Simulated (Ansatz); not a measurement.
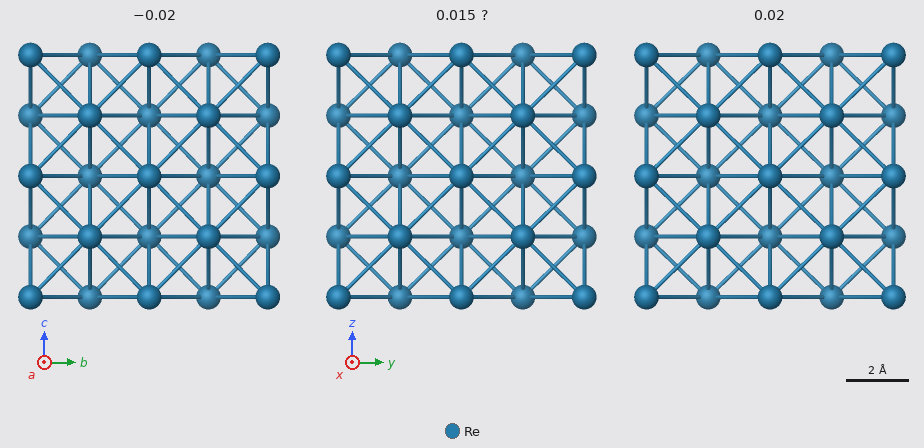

Crystalline Re (Fm-3m): the cell is strained along y alone, with the atoms kept at their fractional coordinates. x, y and z are the Cartesian axes of the input. The picture is a ball-and-stick view of the conventional cell (4 times the calculation's cell), repeated 2 × 2 × 2 with one cell outlined, seen along the a axis. Lengths and directions refer to the drawn axes.

Level of theory: DFT PBE, scalar-relativistic, plane waves, PAW (Ansatz). Settings: plane-wave cutoff 420 eV; k-point mesh 20 × 20 × 20; occupations gaussian; smearing width 0.15 eV; no spin polarisation. Energies (free energies at the smearing named) are counted from the cell as listed in its source, which wasn't relaxed.

```
 strain  ΔE (meV/atom)
−0.0200           −7.6
−0.0150           −7.7
−0.0100           −6.4
−0.0050           −3.8
 0.0000            0.0
 0.0050            5.0
 0.0100           11.2
 0.0150              ?
 0.0175           22.6
 0.0200           26.9
```

Fill in the missing row.

Answer. A straight line between the two neighbours gives 18.8 meV/atom. A cubic through the four nearest rows (0.0050, 0.0100, 0.0175, 0.0200) gives, with Lagrange weights, (−0.0667)(5.0) + (0.3333)(11.2) + (1.0667)(22.6) + (−0.3333)(26.9) = 18.5 meV/atom. The calculation gives 18.5 meV/atom, so the cubic is right to the digits shown and the straight line 0.3 meV/atom too high, as the curve bends upwards here.

The whole profile:

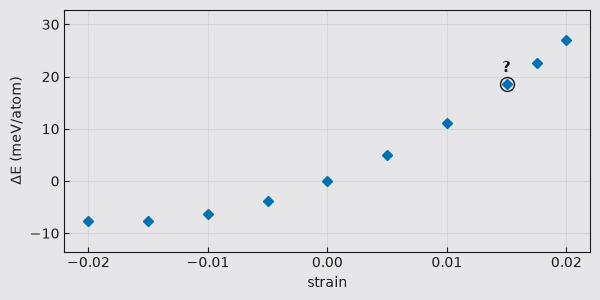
